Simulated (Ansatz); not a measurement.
Ni (Fddd, No. 70): the geometry relaxed with DFT, RPBE, plane waves (420 eV) with PAW, scalar-relativistic in Ansatz; the starting structure was generated, so it need not be a known form of this composition.

```xyz
8
Lattice="2.4579 0.0000 0.0000 0.0000 4.3828 0.0000 0.0000 0.0000 8.4117" Properties=species:S:1:pos:R:3 pbc="T T T"
Ni    1.2289    2.1914    4.2059
Ni    1.8434    1.0957    2.1029
Ni    1.2289    0.0000    0.0000
Ni    1.8434    3.2871    6.3088
Ni    0.0000    2.1914    0.0000
Ni    0.6145    1.0957    6.3088
Ni    0.0000    0.0000    4.2059
Ni    0.6145    3.2871    2.1029
```

What will a projected-potential map along [010] show? Computed as the sum of neutral-atom potentials (tabulated electron scattering factors, B = 0.5 Å²) projected along the beam and smoothed by 0.25 Å; brighter is more positive.

The columns repeat on a centred rectangular net of 1.23 × 4.21 Å (plane group c2mm). All columns are alike (Ni). The shortest distance between visible columns is 1.23 Å in projection. Along the beam the structure repeats every 4.38 Å.

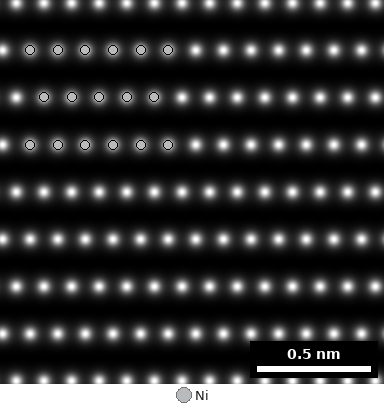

The simulated image, with the columns of the model marked in one corner.

What mean inner potential do neutral atoms give for this crystal?

About 28 V (the sum of the forward scattering factors over the cell volume; bonding usually lowers the true value).
